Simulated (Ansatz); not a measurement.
**MgO: density, localisation and related maps**

```cif
data_structure
_symmetry_space_group_name_H-M 'P 1'
_symmetry_Int_Tables_number 1
_cell_length_a 4.2042
_cell_length_b 5.9457
_cell_length_c 5.9457
_cell_angle_alpha 90.000
_cell_angle_beta 90.000
_cell_angle_gamma 90.000
_cell_volume 148.62
loop_
_atom_site_label
_atom_site_type_symbol
_atom_site_fract_x
_atom_site_fract_y
_atom_site_fract_z
_atom_site_occupancy
Mg1 Mg 0.00000 0.50000 0.47477 1
Mg2 Mg 0.00000 0.00000 0.97477 1
Mg3 Mg 0.00000 0.50000 0.00000 1
Mg4 Mg 0.00000 0.00000 0.50000 1
Mg5 Mg 0.50000 0.25000 0.25000 1
Mg6 Mg 0.50000 0.75000 0.75000 1
Mg7 Mg 0.50000 0.75000 0.25000 1
Mg8 Mg 0.50000 0.25000 0.75000 1
O1 O 0.00000 0.25000 0.25000 1
O2 O 0.00000 0.75000 0.75000 1
O3 O 0.00000 0.75000 0.25000 1
O4 O 0.00000 0.25000 0.75000 1
O5 O 0.50000 0.00000 0.00000 1
O6 O 0.50000 0.50000 0.50000 1
O7 O 0.50000 0.50000 0.00000 1
O8 O 0.50000 0.00000 0.50000 1
```

Space group Amm2; changed on purpose from its base cell (atom 1 (Mg) moved +0.150 A towards its neighbour atom 2 (Mg) at 2.973 A); not relaxed (largest force 1.6 eV/Å).

Method: DFT r2SCAN, scalar-relativistic, plane waves, PAW in Ansatz.

In a PAW calculation such maps are meaningful between the atoms, not at the nuclei.

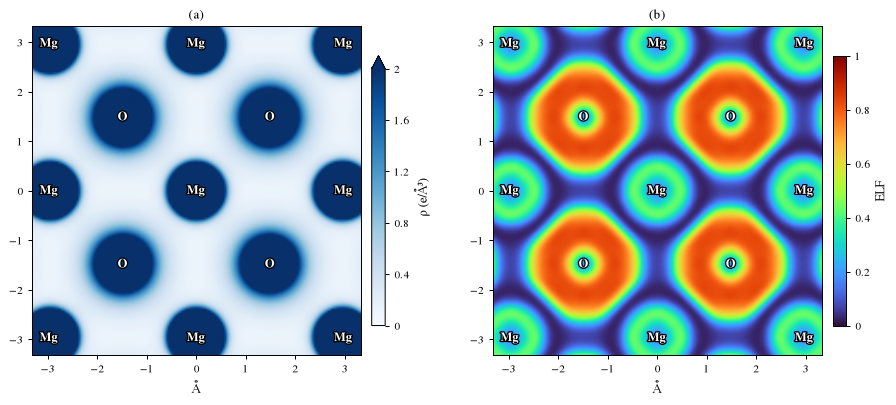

Figure 1. (a) valence pseudo-density; (b) ELF on the (100) plane of the conventional cell.

**Interpret the plot.**

- Atoms in the plane: Mg and O.
- Mg–O (2.10 Å): the density is about 0.34 e/Å³ at the midpoint; the ELF peaks at about 0.85 in the valence shell of O, 0.7 Å from its nucleus, and is about 0.35 at the midpoint (a closed-shell, largely ionic contact).
- Between the atoms the lowest density in this plane is 0.11 e/Å³.

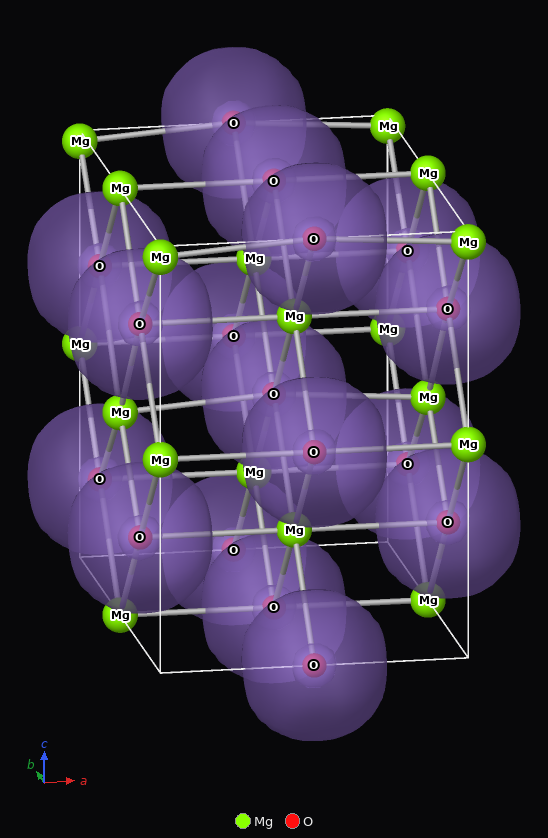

Figure 2. Isosurface of the electron localisation function at 0.6 (purple), seen at an oblique angle. Only the valence region is drawn (cores and ρ < 0.01 e/Å³ removed). Sticks mark near contacts.

**Identify the bonds, lone pairs and shells in this picture.**

The surface consists of eight regions wrapped around O (the valence shell of each), counted in one cell of 16 atoms. Any copies at cell faces, edges or corners count once. Profiles from the grid: Mg–O (2.00 Å): the ELF peaks at about 0.85 in the valence shell of O, 0.7 Å from its nucleus, and is about 0.35 at the midpoint (a largely ionic contact).

**Metal or insulator at this level of theory?**

It is gapped, with a Kohn–Sham gap of 5.7 eV on the k-point mesh (the band edges may lie off the mesh, which would make the gap smaller).
